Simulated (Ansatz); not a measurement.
## Single-point calculation, with input and output: Ta

System: Ta (2 atoms in the cell).
Method: DFT r2SCAN, scalar-relativistic, plane waves, PAW, no spin polarisation (Ansatz 0.2.0).

The structure derives from a Materials Project entry. Figures and captions count atoms from 1; the log counts them from 0 in places.

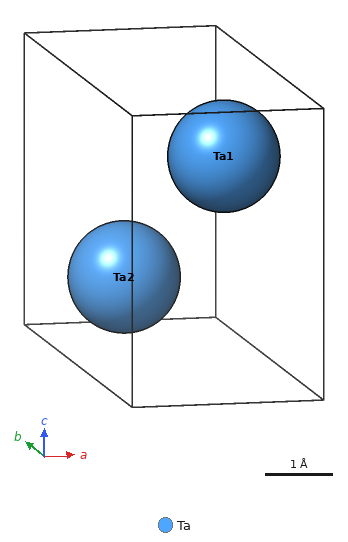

Figure 1. The input geometry (spheres-only view of the cell of the calculation, seen at an oblique angle; atoms are numbered from 1 in the order of the input).

Results in brief

- outcome: converged
- space group (tolerance 0.01 Å): P6₃/mmc (194)
- electrons treated: 26
- free energy: −19888.0340 eV
- Fermi energy: 18.037 eV
- gap on the k-point mesh: none (metallic)
- pressure: −3.34 GPa
- largest force (length of the vector): under 0.001 eV/Å
- hardware: 1 thread of Intel Xeon @ 2.50GHz (Skylake/Cascade Lake), 192 GiB of memory available, shared host
- wall time: 24 s
- peak memory: 0.56 GiB

Remarks

Spin–orbit coupling is left out, which matters for Ta.

The input
```yaml
crystal:
  lattice:
    - [2.9003720726, 0.0, 0.0]
    - [-1.4501860363, 2.5117958953, 0.0]
    - [0.0, 0.0, 5.166274]
  atoms:
    - { symbol: Ta, position: [0.6666666667, 0.3333333333, 0.75] }
    - { symbol: Ta, position: [0.3333333333, 0.6666666667, 0.25] }
basis:
  ecutwfc: 500
kpoints:
  mp_grid: { grid: [18, 18, 10] }
hamiltonian:
  xc: r2scan
scf:
  occupations: { method: gaussian, width: 0.15 }
output:
  forces: true
  stress: true
  eigenvalues: true
  write_density: true
  write_potential: true
  elf: true
  volumetric_format: npy
```

Run as:
```bash
ansatz run input.yaml --threads 1 --pin off --max-ram 2560MiB --backend cpu --events-out ev --progress --plain --runs-dir out
```

Output
```
Engine: ansatz 0.2.0, x86_64-unknown-linux-gnu
Pseudopotentials: kind: paw
Pseudopotential: Ta, paw, valence charge 13, recommended cutoff 500 eV (meta_gga), Ta.paw.azcp
Functional definition: r2SCAN
  parameter k0 = 0.174
  parameter k1 = 0.065
  parameter a1 = 4.9479
  exchange = r2scan_x(k0 = k0, k1 = k1, a1 = a1)
  correlation = r2scan_c
Crystal: 2 atoms, lattice volume = 37.637 Å³
Basis set: ecut = 500 eV, 931 PW (Γ), exchange–correlation on 96×96×160 points (64 copies of the dense FFT grid, shifted against one another)
Bands: 17, of which v1, the nominal top of the filled ones, is band 13 counted from 1 (12 counted from 0)
Symmetry: 24 space group operations
Space group: P63/mmc (ITA 194), of the structure as read, at distance tolerance 3.4e-5 Å
k-points: 222 of 3240
Non-local potential: Ta, projectors of the file, l = 0: 3, l = 1: 2, l = 2: 2, l = 3: 1
PAW form: soft (Blöchl's): semilocal exchange-correlation on the pseudo side does not see the compensation charge
PAW frozen core: Ta, regenerated for the run's functional (the file was generated under x = pbe(κ = 0.804, μ = 0.2195149727645171), c = pbe(β = 0.06672455060314922))
PAW one-centre angular grid: Ta, 590 points (default); XC on 160 Gauss nodes
Initial density: superposition of atomic densities (neutral atoms: chi_scale 0, normalization atom), corrected by the library's trained network
Initial wavefunctions: pseudopotential atomic-orbital guess
Functional: x = r2scan, c = r2scan; τ floored in thin density (d = 2e-4 eV/Å³)
SCF iter   1: F=—  HF=-19888.003470 eV  |F-HF|=—  |Δ(HF+E_count)|=         —  Δρ=8.26e-3  dr2=1.19e-2  dr2_τ=2.96e-2  ethr=1.77e-3  ⟨swp⟩=5.1  Hψ=18045  notcnv=0
preconditioner: auto → Kerker (q_TF=auto, 2.565 Å⁻¹)  [metal: Δε(μ)=0.007 eV  Ē_g=4.808 eV  σ=0.150 eV  W_gap=0.03  n_scr=10 (ndim 8)  ℏωp=19.1 eV  f_vac=0.000  D(μ)=2.45/eV (n_scr^D=22)]
SCF iter   2: F=—  HF=-19888.032368 eV  |F-HF|=—  |Δ(HF+E_count)|=   2.89e-2  Δρ=5.36e-3  dr2=4.99e-3  dr2_τ=5.40e-4  ethr=4.56e-5  ⟨swp⟩=2.1  Hψ=6774  notcnv=0
SCF iter   3: F=—  HF=-19888.033928 eV  |F-HF|=—  |Δ(HF+E_count)|=   1.56e-3  Δρ=6.77e-4  dr2=1.03e-4  dr2_τ=2.80e-5  ethr=1.92e-5  ⟨swp⟩=2.0  Hψ=4899  notcnv=0
SCF iter   4: F=—  HF=-19888.033963 eV  |F-HF|=—  |Δ(HF+E_count)|=   3.53e-5  Δρ=2.74e-4  dr2=2.01e-5  dr2_τ=1.17e-6  ethr=3.96e-7  ⟨swp⟩=2.6  Hψ=6276  notcnv=0
SCF iter   5: F=—  HF=-19888.033968 eV  |F-HF|=—  |Δ(HF+E_count)|=   5.15e-6  Δρ=5.50e-5  dr2=6.71e-7  dr2_τ=7.61e-8  ethr=7.74e-8  ⟨swp⟩=2.5  Hψ=4847  notcnv=0
SCF iter   6: F=-19888.033968 eV  HF=-19888.033968 eV  |F-HF|=4.79e-8  |Δ(HF+E_count)|=   3.67e-7  Δρ=1.75e-5  dr2=5.63e-8  dr2_τ=6.38e-9  ethr=3.85e-10  ⟨swp⟩=9.9  Hψ=26955  notcnv=0
SCF 1 converged in 6 iterations: F = -19888.033968 eV  dr2 = 5.63e-8
  greatest PAW one-centre occupation: 0.998 electrons in one spin orbital (limit 2), on the Ta atom at site 1 (counted from 0), in its partial waves of l = 0
```

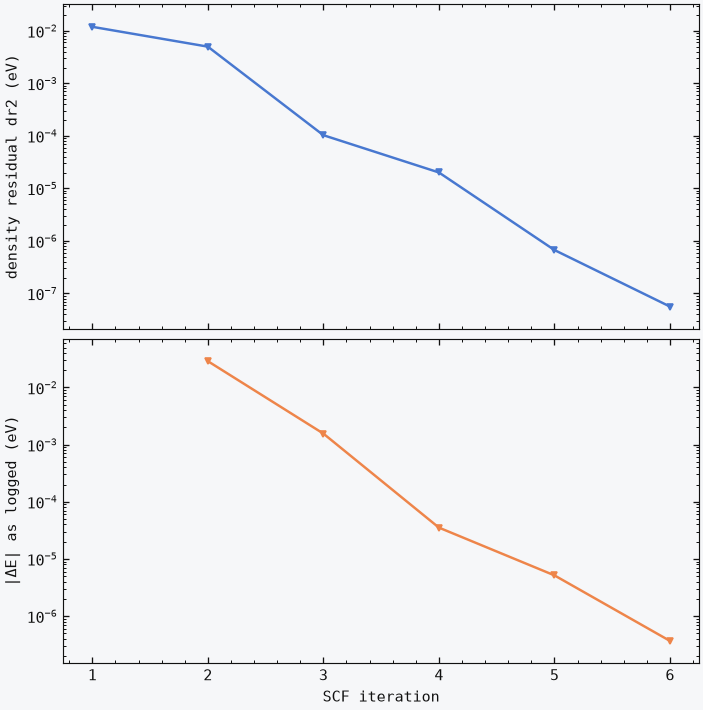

Figure 2. Convergence of the self-consistent field: density residual dr2 and size of the energy change against the SCF iteration. The residual falls at every step.

```
SCF converged after 6 iterations
Free energy (F): -19888.033968 eV
Harris-Foulkes:  -19888.033968 eV  (|F-HF|=4.79e-8)
Internal energy: -19888.006081 eV  (E = F + TS)
E sigma→0 (E₀):  -19888.020025 eV
Entropy (-TS):   -0.027887 eV (-13.944 meV/atom)
Fermi energy:    18.036746 eV
--- Per-component energies (eV) ---
  E_band       = -255.998936
  E_kinetic    = 731.813572
  E_local      = -1153.341000  (includes V_loc(G=0)·N_el)
  E_nonlocal   = 29.469289
  E_hartree    = 398.332551
  E_xc         = -407.838249
  E_vxc        = -442.736387  (∫ρ·V_xc dr)
  E_paw        = -16845.516760  (= ΣΔE_a)
  E_vpaw       = -240.245067  (= ΣTr[D̂ρ^β])
  E_aug_tail   = 0.000160  (compensation charges beyond the density's cutoff)
  E_vtau       = 22.376932  (kinetic-family band-sum trace: ∫τ·v_τ [+ j·A + Jᵃ·Aᵃ] dr)
  E_ewald      = -2639.413084
  E_core_change = -1.512561  (= ΣΔE_core)
  E_smearing   = -0.027887  (= −TS)
  E_closure    = 0.000000  (closes the sum)
  Σ components = -19888.033968   (vs F -19888.033968, Δ=0.00e0)
--- Forces (eV/Å), atoms counted from 1 ---
  atom   1  Ta     0.00000000     0.00000000     0.00000000
  atom   2  Ta    -0.00000000    -0.00000000     0.00000000
  max |Σ_I F_I| component: 2.31e-18 eV/Å
--- Stress (GPa, compression-positive) ---
       -3.103583       0.000000       0.000000
       -0.000000      -3.103583       0.000000
        0.000000       0.000000      -3.827569
  P = ⅓ Tr σ = -3.3449 GPa (-33.449 kbar)
--- Band table (eV; the first three rows and the last of 222) ---
  k-point 0: bands = ["-51.3806", "-51.3157", "-17.6920", "-16.8360", "-16.7184", "-16.7184", "-16.6344", "-16.6344", "9.4596", "12.9112", "17.4578", "17.6757", "18.7383", "18.7383", "19.3218", "19.3218", "21.2979"]
  k-point 1: bands = ["-51.3790", "-51.3173", "-17.6722", "-16.8582", "-16.7164", "-16.7164", "-16.6365", "-16.6365", "9.5501", "12.8642", "17.4074", "17.5385", "18.7262", "18.7262", "19.2845", "19.2845", "21.3856"]
  k-point 2: bands = ["-51.3744", "-51.3219", "-17.6144", "-16.9223", "-16.7104", "-16.7104", "-16.6425", "-16.6425", "9.8149", "12.7052", "17.2198", "17.2688", "18.7031", "18.7031", "19.1843", "19.1843", "21.6285"]
  k-point 221: bands = ["-51.2434", "-51.2434", "-17.5307", "-17.5307", "-17.4207", "-17.4207", "-16.9749", "-16.9749", "15.5964", "15.5964", "15.9735", "15.9735", "17.3088", "17.3088", "19.7137", "19.7137", "23.4305"]
```

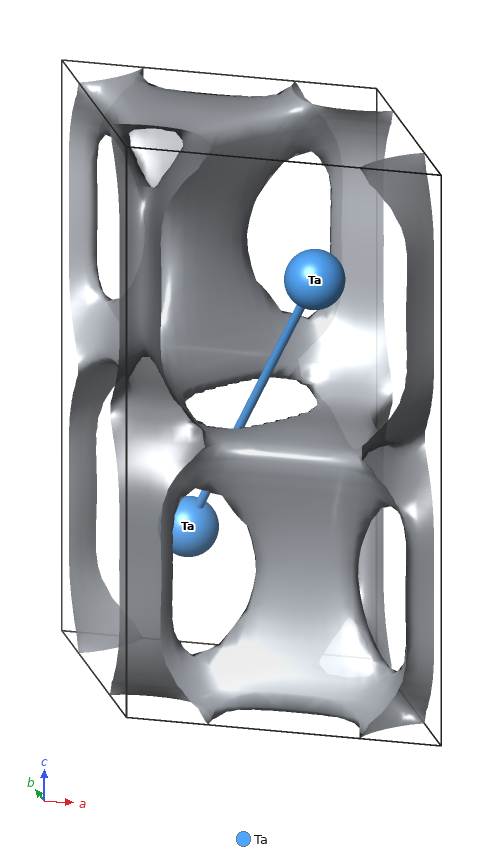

Figure 3. Isosurface of the electron localisation function at 0.4 (grey), seen slightly off an axis. Core shells and regions of very low density are left out. Sticks mark near contacts. The outline is the cell set on symmetry axes. The ELF exceeds this value in one network that runs through the whole crystal, counted in one cell of 2 atoms.  Values along the shortest contacts: Ta–Ta (2.90 Å): the ELF is about 0.30 at the midpoint (no shared electron pair). In a PAW calculation such maps are meaningful between the atoms, not at the nuclei.

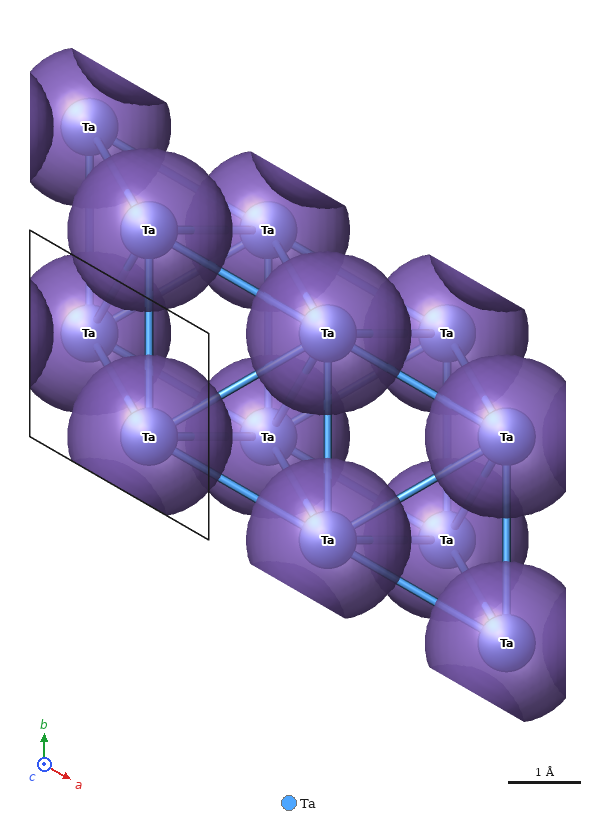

Figure 4. Isosurface of the valence pseudo-density at 0.4 e/Å³ (purple), seen along the c axis. Sticks mark near contacts. The outline is the cell set on symmetry axes. At this value the density breaks into separate islands; it holds about 75 % of the electrons treated as valence (semicore included). It is pinched off along the Ta–Ta (2.90 Å) and Ta–Ta (3.08 Å) contacts. On the grid the lowest density along these lines, outside the cores, is 0.3 e/Å³ (Ta–Ta, 2.90 Å) and 0.24 e/Å³ (Ta–Ta, 3.08 Å).
